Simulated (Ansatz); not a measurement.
# Run report: P, geometry relaxation (part 1 of 3)

- system: P (slab, 12 atoms in the cell)
- method: DFT PBE+D3(BJ), scalar-relativistic, plane waves, PAW, no spin polarisation (Ansatz 0.2.0)

The structure derives from an entry of the Crystallography Open Database. Figures and captions count atoms from 1; the log counts them from 0 in places.

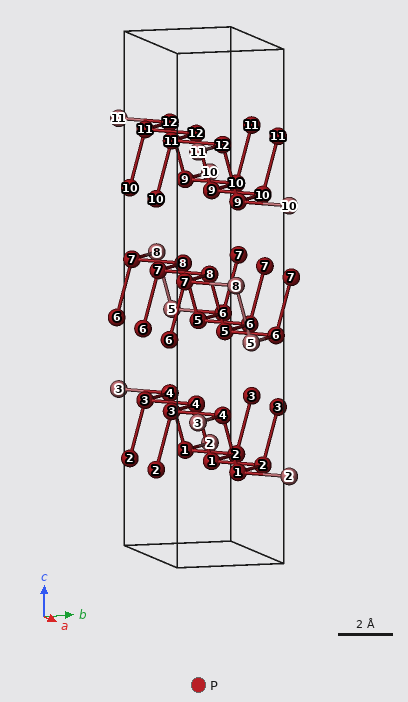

Fig. 1: The starting structure (ball-and-stick view of the 2 × 1 repeat of the cell, with the vacuum cut short, seen slightly off an axis; neighbours outside the cell are drawn fainter; atoms are numbered from 1 in the order of the input). Near neighbours in the crystal (not all of them lie inside the picture): P has 3 P at 2.23 to 2.25 Å.

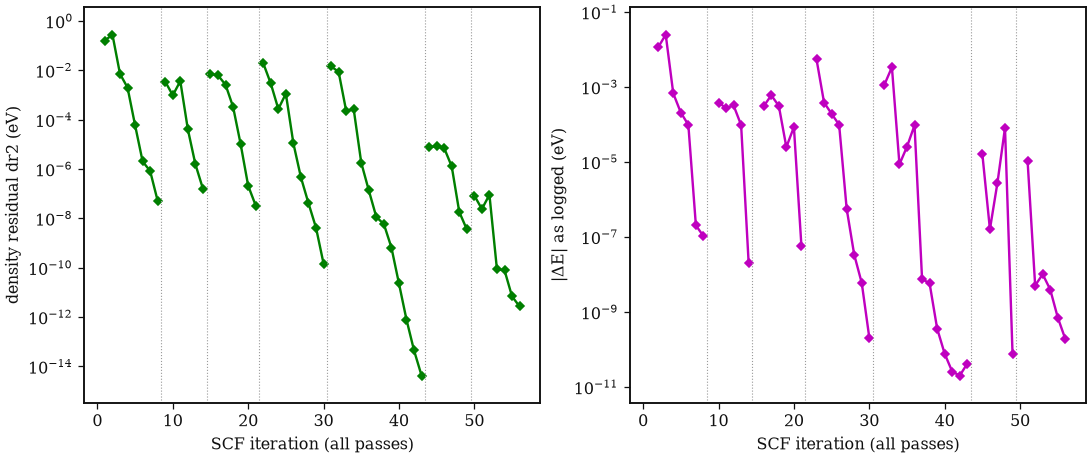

Fig. 2: Convergence of the self-consistent field: density residual dr2 and size of the energy change against the SCF iteration. The dotted lines part the SCF passes of the relaxation: geometry steps, rejected trials and re-solves on a re-selected basis. The 7 passes take 6 to 13 iterations each, 56 in all.

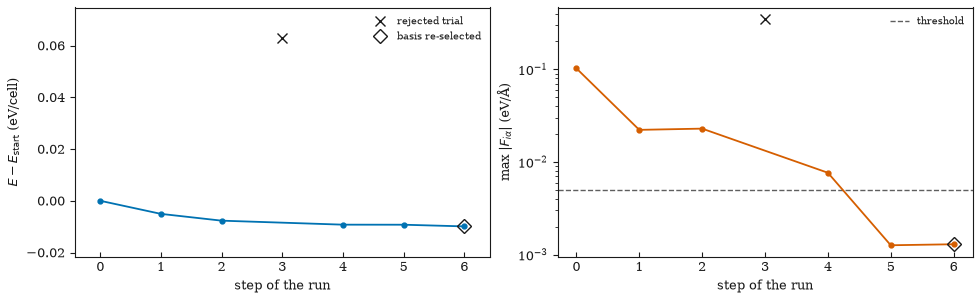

Fig. 3: Progress of the relaxation, step by step (the first geometry is step 0 here and step 1 in the log).

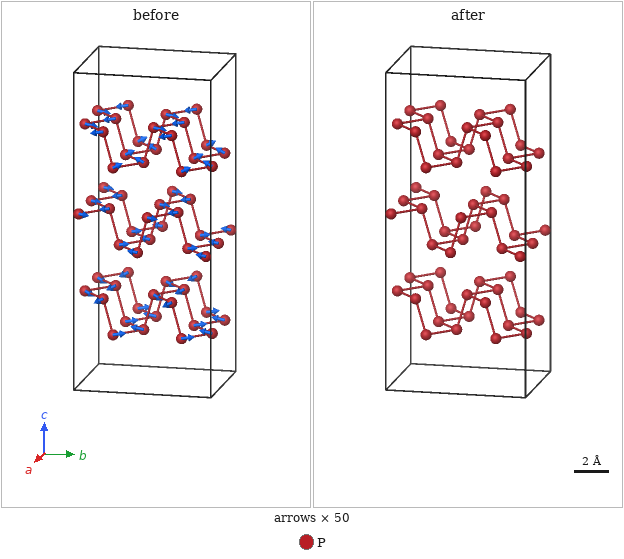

Fig. 4: Before (left) and after (right) the relaxation, at one scale (ball-and-stick view of the 2 × 2 repeat of the cell, with the vacuum cut short, seen slightly off an axis). The blue arrows give the displacements (without the part carried along by the change of the cell), magnified 50 times. Over 5 geometry steps the energy falls by 9.3 meV per cell of the calculation. The largest force component goes from 0.1 to 0.0013 eV/Å. The line search rejected the trial step at point 3 (counted from 0) and went back. The largest moves relative to the cell, 0.017 Å, are those of P1, P2, P11 and P12. In the plane the drawn cell goes a 6.646 → 6.621 Å (−0.4 %), b 8.330 → 8.483 Å (+1.8 %). Distances before and after: P11–P12 2.227 → 2.219 Å, P5–P8 2.250 → 2.257 Å. A last SCF at the same geometry on a re-selected plane-wave basis shifts the energy by −0.6 meV per cell of the calculation. (Atoms are counted from 1 in the order of the input.)

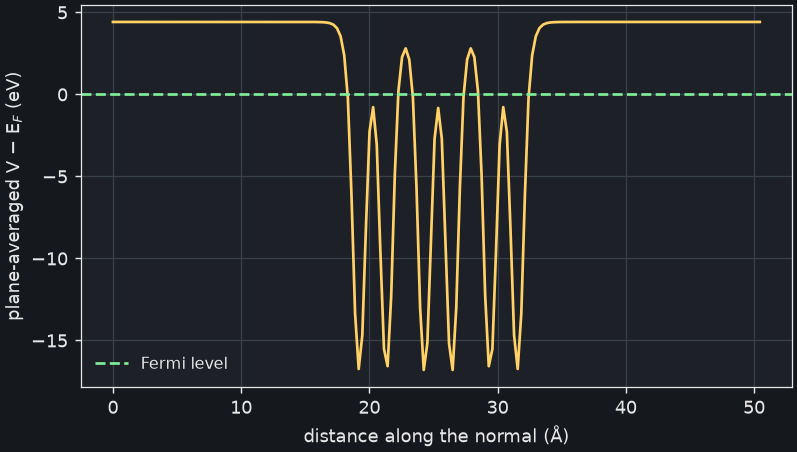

Fig. 5: Plane average of the electrostatic potential energy of an electron across the cell, from the Fermi level. The vacuum level lies 4.42 eV above the Fermi level.

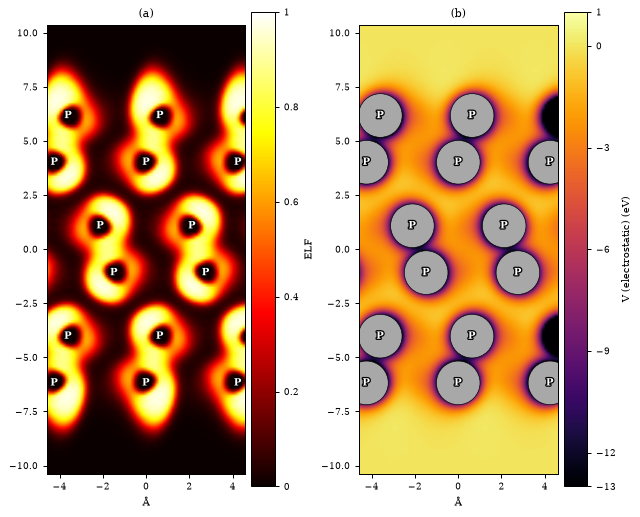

Fig. 6: (a) ELF; (b) electrostatic potential energy of an electron on the (100) plane of the calculation cell, a cut from vacuum to vacuum. Grey discs, where drawn, cover atomic cores. The plane passes through P nuclei. In a PAW calculation such maps are meaningful between the atoms, not at the nuclei.

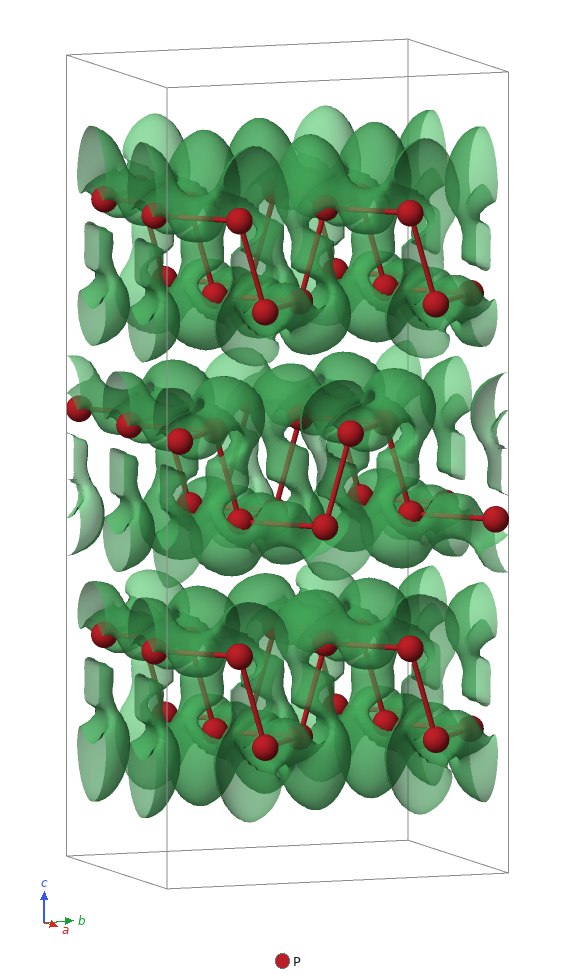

Fig. 7: Isosurface of the electron localisation function at 0.75 (green), seen slightly off an axis. Core shells and regions of very low density are left out. Sticks mark near contacts. Counts are for one cell; the picture repeats the cell along the surface. Along the contacts the grid gives the following.

These pictures come from the run below.

The input:
```yaml
crystal:
  lattice:
    - [3.3228294168, 0.0, 0.0]
    - [0.0, 4.1648374686, 0.0]
    - [0.0, 0.0, 50.7267830404]
  atoms:
    - { symbol: P, position: [0.0, 0.5718894433, 0.3781374377] }
    - { symbol: P, position: [0.5, 0.9281105567, 0.3781374377] }
    - { symbol: P, position: [0.5, 0.0718894433, 0.4208927202] }
    - { symbol: P, position: [0.0, 0.4281105567, 0.4208927202] }
    - { symbol: P, position: [0.5, 0.5718894433, 0.4786223587] }
    - { symbol: P, position: [0.0, 0.9281105567, 0.4786223587] }
    - { symbol: P, position: [0.0, 0.0718894433, 0.5213776413] }
    - { symbol: P, position: [0.5, 0.4281105567, 0.5213776413] }
    - { symbol: P, position: [0.0, 0.5718894433, 0.5791072798] }
    - { symbol: P, position: [0.5, 0.9281105567, 0.5791072798] }
    - { symbol: P, position: [0.5, 0.0718894433, 0.6218625623] }
    - { symbol: P, position: [0.0, 0.4281105567, 0.6218625623] }
  periodic: [true, true, false]
basis:
  ecutwfc: 420
kpoints:
  mp_grid: { grid: [10, 8, 1] }
hamiltonian:
  xc: pbe
  dispersion: d3bj
scf:
  occupations: { method: gaussian, width: 0.01 }
output:
  forces: true
  stress: true
  eigenvalues: true
  write_density: true
  write_potential: true
  elf: true
  volumetric_format: npy
relax:
  adjacent_minimum: "off"
  f_tol: 0.005
  max_steps: 80
  cell: { stress_2d_tol: 0.02 }
```

Run as:
```bash
ansatz run input.yaml --threads 2 --pin off --max-ram 5120MiB --backend cpu --events-out ev --progress --plain --runs-dir out
```

Output:
```
Engine: ansatz 0.2.0, x86_64-unknown-linux-gnu
Pseudopotentials: kind: paw
Pseudopotential: P, paw, valence charge 5, recommended cutoff 420 eV (normal), P.paw.azcp
Functional definition: PBE
  parameter kappa = 0.804
  parameter beta = 0.06672455060314922
  exchange = pbe_x(kappa = kappa, mu = beta*pi^2/3)
  correlation = pbe_c(beta = beta)
Crystal: 12 atoms, lattice volume = 702.010 Å³
Basis set: ecut = 420 eV, 13655 PW (Γ), exchange–correlation on 48×60×720 points (8 copies of the dense FFT grid, shifted against one another)
Bands: 42, of which v1, the nominal top of the filled ones, is band 30 counted from 1 (29 counted from 0)
Symmetry: 8 space group operations
Space group: Pmna (ITA 53), of the structure as read, at distance tolerance 8.9e-5 Å
k-points: 30 of 80
Non-local potential: P, projectors of the file, l = 0: 2, l = 1: 2, l = 2: 2
PAW form: soft (Blöchl's): semilocal exchange-correlation on the pseudo side does not see the compensation charge
PAW one-centre angular grid: P, 110 points (default); XC on 64 Gauss nodes
Initial density: superposition of atomic densities (neutral atoms: chi_scale 0, normalization atom), corrected by the library's trained network
Initial wavefunctions: pseudopotential atomic-orbital guess
Functional: x = pbe(κ = 0.804, μ = 0.2195149727645171), c = pbe(β = 0.06672455060314922)
SCF iter   1: F=—  HF=-9071.898175 eV  |F-HF|=—  |Δ(HF+E_count)|=         —  Δρ=1.66e-3  dr2=1.60e-1  ethr=1.77e-3  ⟨swp⟩=13.1  Hψ=9907  notcnv=0  defer=14
preconditioner: auto → Resta (q_TF=auto, 1.811 Å⁻¹)  ε∞=2.5  [insulator: Δε(μ)=0.197 eV  Ē_g=8.996 eV  σ=0.010 eV  W_gap=1.00  n_scr=62 (ndim 8)  ℏωp=10.9 eV  f_vac=0.673  D(μ)=0.00/eV (n_scr^D=0)  ε∞_Penn≈2.5  vacuum switching on, ρ_ref=5.9e-3 e/Å³]
SCF iter   2: F=—  HF=-9071.909574 eV  |F-HF|=—  |Δ(HF+E_count)|=   1.14e-2  Δρ=1.77e-3  dr2=2.77e-1  ethr=2.67e-4  ⟨swp⟩=4.2  Hψ=2449  notcnv=0  defer=155
SCF iter   3: F=—  HF=-9071.884812 eV  |F-HF|=—  |Δ(HF+E_count)|=   2.48e-2  Δρ=8.53e-4  dr2=7.09e-3  ethr=2.67e-4  ⟨swp⟩=3.0  Hψ=1700  notcnv=0  defer=155
SCF iter   4: F=—  HF=-9071.885484 eV  |F-HF|=—  |Δ(HF+E_count)|=   6.72e-4  Δρ=2.06e-4  dr2=1.98e-3  ethr=1.18e-5  ⟨swp⟩=4.5  Hψ=3113  notcnv=0  defer=162
SCF iter   5: F=—  HF=-9071.885277 eV  |F-HF|=—  |Δ(HF+E_count)|=   2.07e-4  Δρ=6.28e-5  dr2=5.91e-5  ethr=3.30e-6  ⟨swp⟩=2.6  Hψ=1722  notcnv=0  defer=162
SCF iter   6: F=—  HF=-9071.885374 eV  |F-HF|=—  |Δ(HF+E_count)|=   9.74e-5  Δρ=1.34e-5  dr2=2.02e-6  ethr=9.86e-8  ⟨swp⟩=3.2  Hψ=2784  notcnv=0  defer=162
SCF iter   7: F=—  HF=-9071.885375 eV  |F-HF|=—  |Δ(HF+E_count)|=   2.03e-7  Δρ=4.56e-6  dr2=8.18e-7  ethr=3.37e-9  ⟨swp⟩=3.0  Hψ=2498  notcnv=0  defer=162
SCF iter   8: F=-9071.885374 eV  HF=-9071.885374 eV  |F-HF|=4.07e-8  |Δ(HF+E_count)|=   1.05e-7  Δρ=1.15e-6  dr2=5.02e-8  ethr=1.67e-10  ⟨swp⟩=24.6  Hψ=16217  notcnv=0
SCF 1 converged in 8 iterations: F = -9071.885374 eV  dr2 = 5.02e-8
  greatest PAW one-centre occupation: 0.812 electrons in one spin orbital (limit 2), on the P atom at site 7 (counted from 0), in its partial waves of l = 0
relax step   1: F+E_penalty+E_count = -9071.88537438 eV  Δ(F+E_penalty+E_count) = +0.000e0 eV  max|allowed force component| = 1.024e-1 eV/Å  Δτ_max = 0.0000 Å  P = +0.475 N/m  Ω = 702.010 Å³  fix = [c, alpha, beta]  reactions: c +0.000 N/m  (8 SCF iters, dr2 threshold 1.00e-7 eV, accepted)
Crystal: 12 atoms, lattice volume = 707.907 Å³
Basis set: ecut = 420 eV, 13761 PW (Γ), exchange–correlation on 48×60×720 points (8 copies of the dense FFT grid, shifted against one another)
Initial density: handed on by an earlier stage of this run
Initial wavefunctions: those handed on with the density
iter 1 solved again at ethr=6.00e-6 eV; its pass at ethr=3.10e-3 eV (dr2=3.60e-3 eV) is discarded
SCF iter   1: F=—  HF=-9071.890773 eV  |F-HF|=—  |Δ(HF+E_count)|=         —  Δρ=8.90e-4  dr2=3.47e-3  ethr=6.00e-6  ⟨swp⟩=6.2  Hψ=8440  notcnv=0  defer=19
preconditioner: auto → Resta (q_TF=auto, 1.808 Å⁻¹)  ε∞=2.4  [insulator: Δε(μ)=0.062 eV  Ē_g=8.983 eV  σ=0.010 eV  W_gap=1.00  n_scr=62 (ndim 8)  ℏωp=10.8 eV  f_vac=0.672  D(μ)=0.00/eV (n_scr^D=0)  ε∞_Penn≈2.4  vacuum switching on, ρ_ref=5.9e-3 e/Å³]
SCF iter   2: F=—  HF=-9071.890389 eV  |F-HF|=—  |Δ(HF+E_count)|=   3.84e-4  Δρ=4.48e-4  dr2=9.62e-4  ethr=5.78e-6  ⟨swp⟩=3.1  Hψ=1834  notcnv=0  defer=7
SCF iter   3: F=—  HF=-9071.890662 eV  |F-HF|=—  |Δ(HF+E_count)|=   2.73e-4  Δρ=2.03e-4  dr2=3.62e-3  ethr=1.60e-6  ⟨swp⟩=5.2  Hψ=3219  notcnv=0  defer=11  recentre
SCF iter   4: F=—  HF=-9071.890340 eV  |F-HF|=—  |Δ(HF+E_count)|=   3.21e-4  Δρ=4.33e-5  dr2=4.03e-5  ethr=1.60e-6  ⟨swp⟩=5.0  Hψ=2552  notcnv=0  defer=10
SCF iter   5: F=—  HF=-9071.890436 eV  |F-HF|=—  |Δ(HF+E_count)|=   9.62e-5  Δρ=1.33e-5  dr2=1.55e-6  ethr=6.71e-8  ⟨swp⟩=3.3  Hψ=2550  notcnv=0  defer=1
SCF iter   6: F=-9071.890436 eV  HF=-9071.890436 eV  |F-HF|=9.27e-8  |Δ(HF+E_count)|=   1.99e-8  Δρ=2.79e-6  dr2=1.57e-7  ethr=1.09e-9  ⟨swp⟩=23.7  Hψ=16699  notcnv=0
SCF 2 converged in 6 iterations: F = -9071.890436 eV  dr2 = 1.57e-7
relax step   2: F+E_penalty+E_count = -9071.89043636 eV  Δ(F+E_penalty+E_count) = -5.062e-3 eV  max|allowed force component| = 2.221e-2 eV/Å  Δτ_max = 0.0232 Å  P = -0.173 N/m  Ω = 707.907 Å³  energy of the carried Pulay correction = -2.745e-4 eV  fix = [c, alpha, beta]  reactions: c +0.000 N/m  (6 SCF iters, dr2 threshold 6.55e-7 eV, accepted)
Crystal: 12 atoms, lattice volume = 711.301 Å³
Basis set: ecut = 420 eV, 13805 PW (Γ), exchange–correlation on 48×60×720 points (8 copies of the dense FFT grid, shifted against one another)
iter 1 solved again at ethr=1.16e-5 eV; its pass at ethr=3.10e-3 eV (dr2=6.94e-3 eV) is discarded
SCF iter   1: F=—  HF=-9071.893603 eV  |F-HF|=—  |Δ(HF+E_count)|=         —  Δρ=1.27e-3  dr2=7.08e-3  ethr=1.16e-5  ⟨swp⟩=5.6  Hψ=8524  notcnv=0  defer=19
preconditioner: auto → LDOS  [insulator: Δε(μ)=0.031 eV  Ē_g=8.973 eV  σ=0.010 eV  W_gap=0.97  n_scr=62 (ndim 8)  ℏωp=10.8 eV  f_vac=0.670  D(μ)=0.53/eV (n_scr^D=4)  ε∞_Penn≈2.4  β→1.0]
SCF iter   2: F=—  HF=-9071.893909 eV  |F-HF|=—  |Δ(HF+E_count)|=   3.06e-4  Δρ=3.67e-4  dr2=6.18e-3  ethr=1.16e-5  ⟨swp⟩=4.5  Hψ=2905  notcnv=0  defer=10
SCF iter   3: F=—  HF=-9071.893309 eV  |F-HF|=—  |Δ(HF+E_count)|=   5.99e-4  Δρ=2.12e-4  dr2=2.58e-3  ethr=1.03e-5  ⟨swp⟩=5.3  Hψ=3454  notcnv=0  defer=5
SCF iter   4: F=—  HF=-9071.892997 eV  |F-HF|=—  |Δ(HF+E_count)|=   3.12e-4  Δρ=8.97e-5  dr2=3.27e-4  ethr=4.30e-6  ⟨swp⟩=3.1  Hψ=1878  notcnv=0  defer=2
SCF iter   5: F=—  HF=-9071.892973 eV  |F-HF|=—  |Δ(HF+E_count)|=   2.48e-5  Δρ=1.73e-5  dr2=1.02e-5  ethr=5.46e-7  ⟨swp⟩=2.9  Hψ=2281  notcnv=0  defer=1
SCF iter   6: F=—  HF=-9071.893058 eV  |F-HF|=—  |Δ(HF+E_count)|=   8.50e-5  Δρ=3.87e-6  dr2=2.08e-7  ethr=4.31e-10  ⟨swp⟩=21.9  Hψ=18226  notcnv=0
SCF iter   7: F=-9071.893058 eV  HF=-9071.893058 eV  |F-HF|=1.56e-9  |Δ(HF+E_count)|=   5.63e-8  Δρ=1.37e-6  dr2=3.28e-8  ethr=3.47e-10  ⟨swp⟩=11.5  Hψ=12036  notcnv=0
SCF 3 converged in 7 iterations: F = -9071.893058 eV  dr2 = 3.28e-8
relax step   3: F+E_penalty+E_count = -9071.89305776 eV  Δ(F+E_penalty+E_count) = -2.621e-3 eV  max|allowed force component| = 2.291e-2 eV/Å  Δτ_max = 0.0307 Å  P = -0.329 N/m  Ω = 711.301 Å³  energy of the carried Pulay correction = -4.315e-4 eV  fix = [c, alpha, beta]  reactions: c +0.000 N/m  (7 SCF iters, dr2 threshold 2.59e-7 eV, accepted)
Crystal: 12 atoms, lattice volume = 703.965 Å³
Basis set: ecut = 420 eV, 13693 PW (Γ), exchange–correlation on 48×60×720 points (8 copies of the dense FFT grid, shifted against one another)
iter 1 solved again at ethr=3.10e-5 eV; its pass at ethr=3.10e-3 eV (dr2=1.86e-2 eV) is discarded
SCF iter   1: F=—  HF=-9071.828094 eV  |F-HF|=—  |Δ(HF+E_count)|=         —  Δρ=1.45e-3  dr2=1.93e-2  ethr=3.10e-5  ⟨swp⟩=5.8  Hψ=8965  notcnv=0  defer=11
preconditioner: auto → Resta (q_TF=auto, 1.810 Å⁻¹)  ε∞=2.5  [insulator: Δε(μ)=0.098 eV  Ē_g=8.996 eV  σ=0.010 eV  W_gap=1.00  n_scr=62 (ndim 8)  ℏωp=10.8 eV  f_vac=0.670  D(μ)=0.00/eV (n_scr^D=0)  ε∞_Penn≈2.5  vacuum switching on, ρ_ref=5.9e-3 e/Å³]
SCF iter   2: F=—  HF=-9071.822630 eV  |F-HF|=—  |Δ(HF+E_count)|=   5.46e-3  Δρ=6.57e-4  dr2=2.90e-3  ethr=3.10e-5  ⟨swp⟩=3.8  Hψ=2431  notcnv=0  defer=9
SCF iter   3: F=—  HF=-9071.822245 eV  |F-HF|=—  |Δ(HF+E_count)|=   3.84e-4  Δρ=1.49e-4  dr2=2.68e-4  ethr=4.84e-6  ⟨swp⟩=4.5  Hψ=3307  notcnv=0  defer=16
SCF iter   4: F=—  HF=-9071.822437 eV  |F-HF|=—  |Δ(HF+E_count)|=   1.92e-4  Δρ=9.82e-5  dr2=1.12e-3  ethr=4.47e-7  ⟨swp⟩=4.1  Hψ=3062  notcnv=0  defer=17
SCF iter   5: F=—  HF=-9071.822340 eV  |F-HF|=—  |Δ(HF+E_count)|=   9.78e-5  Δρ=1.67e-5  dr2=1.08e-5  ethr=4.47e-7  ⟨swp⟩=2.8  Hψ=1716  notcnv=0  defer=17
SCF iter   6: F=—  HF=-9071.822339 eV  |F-HF|=—  |Δ(HF+E_count)|=   5.62e-7  Δρ=5.60e-6  dr2=4.51e-7  ethr=1.80e-8  ⟨swp⟩=3.3  Hψ=2597  notcnv=0  defer=13
iter 7 did not close the SCF: its close was put off until two iterations running show no level that it waits for move by more than its bar (scf_convergence_deferred on its scf_iter line)
SCF iter   7: F=-9071.822339 eV  HF=-9071.822339 eV  |F-HF|=1.06e-8  |Δ(HF+E_count)|=   3.35e-8  Δρ=2.01e-6  dr2=4.06e-8  ethr=4.56e-10  ⟨swp⟩=24.2  Hψ=16096  notcnv=0
iter 8 did not close the SCF: its close was put off until two iterations running show no level that it waits for move by more than its bar (scf_convergence_deferred on its scf_iter line)
SCF iter   8: F=-9071.822339 eV  HF=-9071.822339 eV  |F-HF|=1.62e-9  |Δ(HF+E_count)|=   5.90e-9  Δρ=6.21e-7  dr2=4.13e-9  ethr=6.76e-11  ⟨swp⟩=10.0  Hψ=10096  notcnv=0
SCF iter   9: F=-9071.822339 eV  HF=-9071.822339 eV  |F-HF|=2.91e-11  |Δ(HF+E_count)|=  2.07e-10  Δρ=1.28e-7  dr2=1.45e-10  ethr=6.88e-12  ⟨swp⟩=9.2  Hψ=10215  notcnv=0
SCF 4 converged in 9 iterations: F = -9071.822339 eV  dr2 = 1.45e-10
  greatest PAW one-centre occupation: 0.813 electrons in one spin orbital (limit 2), on the P atom at site 7 (counted from 0), in its partial waves of l = 0
relax step   4: F+E_penalty+E_count = -9071.82233918 eV  Δ(F+E_penalty+E_count) = +7.072e-2 eV  max|allowed force component| = 3.505e-1 eV/Å  Δτ_max = 0.0166 Å  P = +1.884 N/m  Ω = 703.965 Å³  energy of the carried Pulay correction = -9.124e-5 eV  fix = [c, alpha, beta]  (9 SCF iters, dr2 threshold 2.74e-7 eV, rejected (line search))
Crystal: 12 atoms, lattice volume = 712.246 Å³
Basis set: ecut = 420 eV, 13833 PW (Γ), exchange–correlation on 48×60×720 points (8 copies of the dense FFT grid, shifted against one another)
iter 1 solved again at ethr=2.46e-5 eV; its pass at ethr=3.10e-3 eV (dr2=1.48e-2 eV) is discarded
```
